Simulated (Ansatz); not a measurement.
C₄HSi₄: single-point calculation (part 1 of 2)

- system: C₄HSi₄ (slab, 9 atoms in the cell)
- method: DFT, PBEsol, plane waves, PAW, spin-polarised (Ansatz 0.2.0)

The structure derives from an entry of the Crystallography Open Database. Figures and captions count atoms from 1; the log counts them from 0 in places.

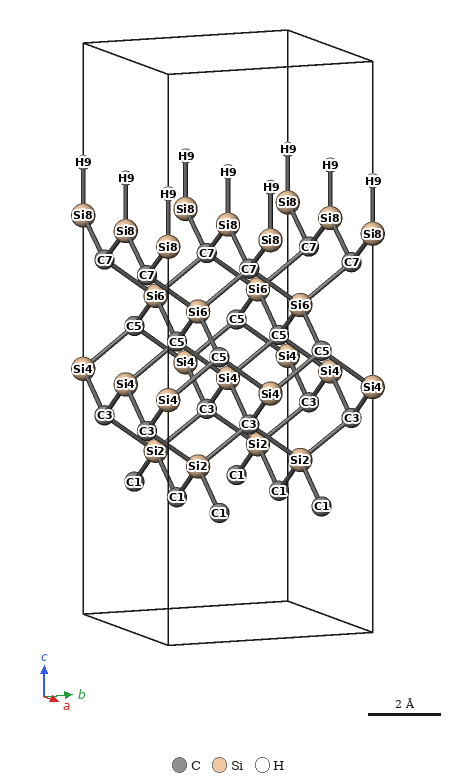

Figure 1. The structure as given in the input (ball-and-stick view of the 2 × 2 repeat of the cell, with the vacuum cut short, seen slightly off an axis; atoms are numbered from 1 in the order of the input). An atom can appear more than once, as a periodic image.

Input file
```yaml
crystal:
  lattice:
    - [3.0806203182, 0.0, 0.0]
    - [0.0, 3.0806203182, 0.0]
    - [0.0, 0.0, 26.6241463104]
  atoms:
    - { symbol: C, position: [0.0, 0.5, 0.3192590629] }
    - { symbol: Si, position: [0.5, 0.5, 0.3601679335] }
    - { symbol: C, position: [0.5, 0.0, 0.4010768042] }
    - { symbol: Si, position: [0.0, 0.0, 0.4419856749] }
    - { symbol: C, position: [0.0, 0.5, 0.4838856422] }
    - { symbol: Si, position: [0.5, 0.5, 0.5239497991] }
    - { symbol: C, position: [0.5, 0.0, 0.5658213545] }
    - { symbol: Si, position: [0.0, 0.0, 0.6042149103] }
    - { symbol: H, position: [0.0, 0.0, 0.660191673], spin: 1.0 }
basis:
  ecutwfc: 420
kpoints:
  mp_grid: { grid: [9, 9, 1] }
hamiltonian:
  xc: pbesol
scf:
  occupations: { method: tetrahedron_uncorrected }
output:
  forces: true
  eigenvalues: true
magnetization:
  spin_polarized: true
efield:
  axis: 3
  dipole_correction: true
  ramp_width: 0.04
```

Machine: 2 threads of Intel Xeon (Granite Rapids), 32 GiB of memory available, shared host.

Launch command:
```bash
ansatz run input.yaml --threads 2 --pin off --max-ram 5120MiB --backend cpu --events-out ev --progress --plain --runs-dir out
```

What the program printed
```
Engine: ansatz 0.2.0, x86_64-unknown-linux-gnu
Pseudopotentials: kind: paw
Pseudopotential: C, paw, valence charge 4, recommended cutoff 420 eV (normal), C.paw.azcp
Pseudopotential: Si, paw, valence charge 4, recommended cutoff 420 eV (normal), Si.paw.azcp
Pseudopotential: H, paw, valence charge 1, recommended cutoff 420 eV (normal), H.paw.azcp
Functional definition: PBEsol
  exchange = pbesol_x
  correlation = pbesol_c
Crystal: 9 atoms, lattice volume = 252.669 Å³
Basis set: ecut = 420 eV, 4985 PW (Γ), exchange–correlation on 48×48×360 points (8 copies of the dense FFT grid, shifted against one another)
Bands: 26, of which v1, the nominal top of the filled ones, is band 17 counted from 1 (16 counted from 0)
Symmetry: 4 space group operations
k-points: 25 of 81
Non-local potential: C, projectors of the file, l = 0: 2, l = 1: 2, l = 2: 1
Non-local potential: Si, projectors of the file, l = 0: 2, l = 1: 2, l = 2: 2
Non-local potential: H, projectors of the file, l = 0: 2, l = 1: 1
PAW form: soft (Blöchl's): semilocal exchange-correlation on the pseudo side does not see the compensation charge
PAW frozen core: C, regenerated for the run's functional, and the local potential with it (the file was generated under x = pbe(κ = 0.804, μ = 0.2195149727645171), c = pbe(β = 0.06672455060314922))
PAW frozen core: Si, regenerated for the run's functional, and the local potential with it (the file was generated under x = pbe(κ = 0.804, μ = 0.2195149727645171), c = pbe(β = 0.06672455060314922))
PAW one-centre angular grid: C, 110 points (default); XC on 64 Gauss nodes
PAW one-centre angular grid: Si, 110 points (default); XC on 64 Gauss nodes
PAW one-centre angular grid: H, 110 points (default); XC on 64 Gauss nodes
Initial density: superposition of atomic densities (neutral atoms: chi_scale 0, normalization atom)
Starting moments: Σ|m| = 1 μB on 1 of 9 sites
Initial wavefunctions: pseudopotential atomic-orbital guess
Functional: x = pbesol(κ = 0.804, μ = 0.12345679012345678), c = pbesol(β = 0.046)
SCF iter   1: F=—  HF=-3490.817705 eV  |F-HF|=—  |Δ(HF+E_count)|=         —  Δρ=4.37e-2 (↑4.25e-2 ↓4.37e-2)  dr2=5.10e1  dr2_m=2.53e-1  M=0.021 μB ∫|m|=0.305 μB  β_m=0.30  ethr=3.10e-3  p=0.000 e·Å  D=1.53e-7 V/Å  ΔV_dip=-0.00 eV  dr2_dipole=1.57e1  V_vac-E_F(+/−)=8.19/8.19 eV  ⟨swp⟩=9.5  Hψ=8935  notcnv=0  defer=2
efield: sawtooth ramp at fractional position 0.9697 (placed from the atoms, in the widest stretch of the axis that holds none; the zero of the levels goes with the place), width 0.0400; the density the first Hamiltonian is built on has a dipole p = 0.000 e·Å; the dipole correction subtracts the counter field D = 1.53e-7 V/Å, which shifts the + side's vacuum level by -0.00 eV against the − side's; the planar-averaged density in the ramp window peaks in size at 8.4e-7 e/Å³
preconditioner: auto → none  [metal: no gap  n_scr=16 (ndim 8)  ℏωp=13.4 eV  f_vac=0.549  sad-step TF]
SCF iter   2: F=—  HF=-3486.531640 eV  |F-HF|=—  |Δ(HF+E_count)|=    4.29e0  Δρ=2.52e-2 (↑2.35e-2 ↓2.52e-2)  dr2=1.29e1  dr2_m=1.61e-1  M=0.057 μB ∫|m|=0.226 μB  β_m=0.30  ethr=3.10e-3  p=0.000 e·Å  D=4.53e-7 V/Å  ΔV_dip=-0.00 eV  dr2_dipole=3.66e0  V_vac-E_F(+/−)=7.71/7.71 eV  ⟨swp⟩=3.2  Hψ=3125  notcnv=0  defer=169  κ⁻¹=1.0e0(r=1)
SCF iter   3: F=—  HF=-3484.915864 eV  |F-HF|=—  |Δ(HF+E_count)|=    1.62e0  Δρ=1.33e-2 (↑9.81e-3 ↓1.33e-2)  dr2=3.75e0  dr2_m=9.91e-2  M=0.040 μB ∫|m|=0.163 μB  β_m=0.30  ethr=3.10e-3  p=0.072 e·Å  D=5.15e-2 V/Å  ΔV_dip=-1.37 eV  dr2_dipole=9.68e-1  V_vac-E_F(+/−)=5.25/6.62 eV  ⟨swp⟩=4.7  Hψ=3754  notcnv=0  defer=196  κ⁻¹=2.0e-1(r=2)
SCF iter   4: F=—  HF=-3484.719243 eV  |F-HF|=—  |Δ(HF+E_count)|=   1.97e-1  Δρ=1.03e-2 (↑7.56e-3 ↓1.03e-2)  dr2=1.41e0  dr2_m=5.76e-2  M=0.049 μB ∫|m|=0.140 μB  β_m=0.30  ethr=3.10e-3  p=0.141 e·Å  D=1.01e-1 V/Å  ΔV_dip=-2.70 eV  dr2_dipole=3.70e-1  V_vac-E_F(+/−)=4.56/7.26 eV  ⟨swp⟩=3.4  Hψ=2212  notcnv=0  defer=174  κ⁻¹=1.2e-2(r=3)
SCF iter   5: F=—  HF=-3484.748492 eV  |F-HF|=—  |Δ(HF+E_count)|=   2.92e-2  Δρ=7.03e-3 (↑5.52e-3 ↓7.03e-3)  dr2=1.55e0  dr2_m=3.36e-2  M=0.018 μB ∫|m|=0.098 μB  β_m=0.30  ethr=3.10e-3  p=0.116 e·Å  D=8.28e-2 V/Å  ΔV_dip=-2.21 eV  dr2_dipole=7.09e-1  V_vac-E_F(+/−)=5.05/7.26 eV  ⟨swp⟩=2.5  Hψ=1872  notcnv=0  defer=175  κ⁻¹=5.2e-3(r=4)
SCF iter   6: F=—  HF=-3484.678927 eV  |F-HF|=—  |Δ(HF+E_count)|=   6.96e-2  Δρ=4.05e-3 (↑3.07e-3 ↓4.05e-3)  dr2=5.32e-2  dr2_m=2.02e-2  M=0.039 μB ∫|m|=0.101 μB  β_m=0.30  ethr=3.10e-3  p=0.186 e·Å  D=1.33e-1 V/Å  ΔV_dip=-3.54 eV  dr2_dipole=1.12e-2  V_vac-E_F(+/−)=3.86/7.40 eV  ⟨swp⟩=3.6  Hψ=1553  notcnv=0  defer=174  κ⁻¹=7.5e-4(r=5)
SCF iter   7: F=—  HF=-3484.689110 eV  |F-HF|=—  |Δ(HF+E_count)|=   1.02e-2  Δρ=2.40e-3 (↑2.40e-3 ↓2.30e-3)  dr2=2.02e-3  dr2_m=1.22e-2  M=0.047 μB ∫|m|=0.096 μB  β_m=0.45  ethr=1.61e-4  p=0.195 e·Å  D=1.40e-1 V/Å  ΔV_dip=-3.72 eV  dr2_dipole=1.37e-5  V_vac-E_F(+/−)=3.76/7.48 eV  ⟨swp⟩=3.9  Hψ=2840  notcnv=0  defer=172
Mixer restart at iter 7: flushing history
spin-set hold released at iteration 7 (site moments contracting): the magnetisation degrees of freedom join the quasi-Newton model from the next iteration; the mixer history was flushed
SCF iter   8: F=—  HF=-3484.700695 eV  |F-HF|=—  |Δ(HF+E_count)|=   1.16e-2  Δρ=1.63e-3 (↑1.63e-3 ↓1.54e-3)  dr2=2.96e-3  dr2_m=5.50e-3  M=0.067 μB ∫|m|=0.101 μB  β_m=0.86  ethr=6.12e-6  p=0.193 e·Å  D=1.38e-1 V/Å  ΔV_dip=-3.68 eV  dr2_dipole=9.10e-4  V_vac-E_F(+/−)=3.79/7.47 eV  ⟨swp⟩=4.3  Hψ=2675  notcnv=0  defer=168  κ⁻¹=1.0e0(r=1)
SCF iter   9: F=—  HF=-3484.715678 eV  |F-HF|=—  |Δ(HF+E_count)|=   1.50e-2  Δρ=1.81e-3 (↑7.50e-4 ↓1.81e-3)  dr2=1.85e-1  dr2_m=2.51e-3  M=0.134 μB ∫|m|=0.149 μB  β_m=0.30  ethr=6.12e-6  p=0.207 e·Å  D=1.48e-1 V/Å  ΔV_dip=-3.95 eV  dr2_dipole=8.67e-2  V_vac-E_F(+/−)=3.56/7.51 eV  ⟨swp⟩=6.4  Hψ=3166  notcnv=0  defer=169  κ⁻¹=7.0e-3(r=2)
SCF iter  10: F=—  HF=-3484.710038 eV  |F-HF|=—  |Δ(HF+E_count)|=   5.64e-3  Δρ=7.97e-4 (↑7.39e-4 ↓7.97e-4)  dr2=3.37e-4  dr2_m=1.34e-3  M=0.122 μB ∫|m|=0.133 μB  β_m=0.30  ethr=6.12e-6  p=0.193 e·Å  D=1.38e-1 V/Å  ΔV_dip=-3.68 eV  dr2_dipole=6.31e-5  V_vac-E_F(+/−)=3.77/7.45 eV  ⟨swp⟩=5.2  Hψ=2818  notcnv=0  defer=174  κ⁻¹=3.5e-4(r=3)
SCF iter  11: F=—  HF=-3484.710883 eV  |F-HF|=—  |Δ(HF+E_count)|=   8.45e-4  Δρ=8.01e-4 (↑6.89e-4 ↓8.01e-4)  dr2=3.47e-4  dr2_m=1.27e-3  M=0.135 μB ∫|m|=0.144 μB  β_m=0.68  ethr=1.02e-6  p=0.194 e·Å  D=1.39e-1 V/Å  ΔV_dip=-3.69 eV  dr2_dipole=1.35e-4  V_vac-E_F(+/−)=3.75/7.45 eV  ⟨swp⟩=3.2  Hψ=2369  notcnv=0  defer=170  κ⁻¹=5.9e-5(r=4)
SCF iter  12: F=—  HF=-3484.713546 eV  |F-HF|=—  |Δ(HF+E_count)|=   2.66e-3  Δρ=8.50e-4 (↑7.76e-4 ↓8.50e-4)  dr2=5.70e-4  dr2_m=1.51e-3  M=0.191 μB ∫|m|=0.198 μB  β_m=0.51  ethr=1.02e-6  p=0.193 e·Å  D=1.38e-1 V/Å  ΔV_dip=-3.68 eV  dr2_dipole=2.50e-4  V_vac-E_F(+/−)=3.73/7.42 eV  ⟨swp⟩=3.6  Hψ=2524  notcnv=0  defer=168  κ⁻¹=5.7e-5(r=5)
SCF iter  13: F=—  HF=-3484.712317 eV  |F-HF|=—  |Δ(HF+E_count)|=   1.23e-3  Δρ=7.71e-4 (↑7.05e-4 ↓7.71e-4)  dr2=4.91e-4  dr2_m=1.25e-3  M=0.161 μB ∫|m|=0.169 μB  β_m=0.30  ethr=1.02e-6  p=0.194 e·Å  D=1.39e-1 V/Å  ΔV_dip=-3.69 eV  dr2_dipole=1.96e-4  V_vac-E_F(+/−)=3.74/7.43 eV  ⟨swp⟩=2.7  Hψ=2189  notcnv=0  defer=169  κ⁻¹=2.7e-5(r=6)
SCF iter  14: F=—  HF=-3484.708752 eV  |F-HF|=—  |Δ(HF+E_count)|=   3.57e-3  Δρ=4.81e-4 (↑4.81e-4 ↓4.20e-4)  dr2=2.10e-4  dr2_m=4.57e-4  M=-0.058 μB ∫|m|=0.063 μB  β_m=0.37  ethr=1.02e-6  p=0.196 e·Å  D=1.40e-1 V/Å  ΔV_dip=-3.73 eV  dr2_dipole=7.82e-5  V_vac-E_F(+/−)=3.75/7.48 eV  ⟨swp⟩=4.6  Hψ=3423  notcnv=0  defer=171  κ⁻¹=1.3e-5(r=7)
SCF iter  15: F=—  HF=-3484.708638 eV  |F-HF|=—  |Δ(HF+E_count)|=   1.14e-4  Δρ=1.58e-4 (↑1.58e-4 ↓1.54e-4)  dr2=4.69e-5  dr2_m=5.41e-5  M=-0.003 μB ∫|m|=0.010 μB  β_m=1.20  ethr=6.38e-7  p=0.195 e·Å  D=1.39e-1 V/Å  ΔV_dip=-3.71 eV  dr2_dipole=1.55e-5  V_vac-E_F(+/−)=3.76/7.47 eV  ⟨swp⟩=3.2  Hψ=2409  notcnv=0  defer=169  κ⁻¹=7.5e-6(r=8)
SCF iter  16: F=—  HF=-3484.708906 eV  |F-HF|=—  |Δ(HF+E_count)|=   2.68e-4  Δρ=2.77e-4 (↑2.77e-4 ↓2.34e-4)  dr2=1.48e-4  dr2_m=1.50e-4  M=-0.037 μB ∫|m|=0.038 μB  β_m=1.20  ethr=1.42e-7  p=0.195 e·Å  D=1.40e-1 V/Å  ΔV_dip=-3.72 eV  dr2_dipole=7.20e-5  V_vac-E_F(+/−)=3.75/7.47 eV  ⟨swp⟩=5.2  Hψ=3247  notcnv=0  defer=182  κ⁻¹=1.5e-5(r=8)
SCF iter  17: F=—  HF=-3484.708813 eV  |F-HF|=—  |Δ(HF+E_count)|=   9.27e-5  Δρ=6.08e-5 (↑6.08e-5 ↓5.30e-5)  dr2=3.21e-6  dr2_m=7.40e-6  M=0.008 μB ∫|m|=0.008 μB  β_m=1.20  ethr=1.42e-7  p=0.195 e·Å  D=1.39e-1 V/Å  ΔV_dip=-3.71 eV  dr2_dipole=1.42e-6  V_vac-E_F(+/−)=3.76/7.47 eV  ⟨swp⟩=4.0  Hψ=2564  notcnv=0  defer=169  κ⁻¹=4.0e-6(r=8)
SCF iter  18: F=—  HF=-3484.708811 eV  |F-HF|=—  |Δ(HF+E_count)|=   2.68e-6  Δρ=1.63e-5 (↑1.49e-5 ↓1.63e-5)  dr2=1.26e-7  dr2_m=5.36e-7  M=-0.003 μB ∫|m|=0.003 μB  β_m=1.20  ethr=9.72e-9  p=0.195 e·Å  D=1.39e-1 V/Å  ΔV_dip=-3.71 eV  dr2_dipole=9.58e-9  V_vac-E_F(+/−)=3.76/7.47 eV  ⟨swp⟩=4.1  Hψ=2803  notcnv=0  defer=169  κ⁻¹=3.1e-5(r=8)
SCF iter  19: F=—  HF=-3484.708813 eV  |F-HF|=—  |Δ(HF+E_count)|=   2.24e-6  Δρ=9.60e-6 (↑9.60e-6 ↓8.37e-6)  dr2=9.61e-8  dr2_m=1.83e-7  M=0.001 μB ∫|m|=0.001 μB  β_m=1.20  ethr=3.03e-10  p=0.195 e·Å  D=1.39e-1 V/Å  ΔV_dip=-3.71 eV  dr2_dipole=4.11e-8  V_vac-E_F(+/−)=3.76/7.47 eV  ⟨swp⟩=15.8  Hψ=8948  notcnv=0  κ⁻¹=5.4e-6(r=8)
SCF iter  20: F=—  HF=-3484.708813 eV  |F-HF|=—  |Δ(HF+E_count)|=   5.83e-7  Δρ=4.57e-6 (↑4.57e-6 ↓4.09e-6)  dr2=1.07e-8  dr2_m=4.22e-8  M=-0.001 μB ∫|m|=0.001 μB  β_m=1.20  ethr=2.91e-10  p=0.195 e·Å  D=1.39e-1 V/Å  ΔV_dip=-3.71 eV  dr2_dipole=3.64e-9  V_vac-E_F(+/−)=3.76/7.47 eV  ⟨swp⟩=5.0  Hψ=4110  notcnv=0  κ⁻¹=5.9e-7(r=8)
iter 21 did not close the SCF: its close was put off for a magnetic moment that had not settled (scf_convergence_deferred on its scf_iter line)
SCF iter  21: F=-3484.708814 eV  HF=-3484.708814 eV  |F-HF|=6.70e-8  |Δ(HF+E_count)|=   1.95e-7  Δρ=4.06e-6 (↑4.06e-6 ↓3.61e-6)  dr2=1.31e-8  dr2_m=3.35e-8  M=0.000 μB ∫|m|=0.001 μB  β_m=1.20  ethr=3.26e-11  p=0.195 e·Å  D=1.39e-1 V/Å  ΔV_dip=-3.71 eV  dr2_dipole=6.01e-9  V_vac-E_F(+/−)=3.76/7.47 eV  ⟨swp⟩=4.9  Hψ=4170  notcnv=0  κ⁻¹=2.3e-7(r=8)
iter 22 did not close the SCF: its close was put off for a magnetic moment that had not settled (scf_convergence_deferred on its scf_iter line)
SCF iter  22: F=-3484.708814 eV  HF=-3484.708814 eV  |F-HF|=4.77e-9  |Δ(HF+E_count)|=   3.59e-8  Δρ=7.72e-7 (↑7.72e-7 ↓7.15e-7)  dr2=2.46e-10  dr2_m=1.25e-9  M=-0.000 μB ∫|m|=0.000 μB  β_m=0.45  ethr=3.26e-11  p=0.195 e·Å  D=1.39e-1 V/Å  ΔV_dip=-3.71 eV  dr2_dipole=5.99e-11  V_vac-E_F(+/−)=3.76/7.47 eV  ⟨swp⟩=2.0  Hψ=5187  notcnv=0  κ⁻¹=8.4e-8(r=8)
SCF iter  23: F=-3484.708814 eV  HF=-3484.708814 eV  |F-HF|=3.55e-11  |Δ(HF+E_count)|=   2.46e-9  Δρ=7.31e-8 (↑7.31e-8 ↓7.09e-8)  dr2=1.22e-11  dr2_m=9.36e-12  M=0.000 μB ∫|m|=0.000 μB  ethr=1.00e-12  p=0.195 e·Å  D=1.39e-1 V/Å  ΔV_dip=-3.71 eV  dr2_dipole=7.77e-13  V_vac-E_F(+/−)=3.76/7.47 eV  ⟨swp⟩=1.0  Hψ=4264  notcnv=0
SCF 1 converged in 23 iterations: F = -3484.708814 eV  dr2 = 1.22e-11
  greatest PAW one-centre occupation: 0.685 electrons in one spin orbital (limit 2), on the C atom at site 0 (counted from 0), in its partial waves of l = 0
Following the negative reading down, search 1: the free energy F (with its fill's electron-count term) along its direction. At the converged state itself: F - F(close) = +3.183e-12 eV
  point 1 (+, 4.0e-4 eV away): F - F(close) = -1.140e-3 eV
  point 2 (+, 1.6e-3 eV away): F - F(close) = -2.455e-3 eV
  point 3 (+, 6.4e-3 eV away): F - F(close) = -1.948e-3 eV
  point 4 (-, 4.0e-4 eV away): F - F(close) = -1.137e-3 eV
  point 5 (-, 1.6e-3 eV away): F - F(close) = -2.454e-3 eV
  point 6 (-, 6.4e-3 eV away): F - F(close) = -1.947e-3 eV
  point 7 (-, 2.6e-2 eV away): F - F(close) = -9.857e-3 eV
  point 8 (-, 1.0e-1 eV away): F - F(close) = +3.452e-2 eV
Initial density: handed on by an earlier stage of this run
Starting moments: Σ|m| = 1 μB on 1 of 9 sites; this step starts from the density that it was given
Initial wavefunctions: those handed on with the density
```
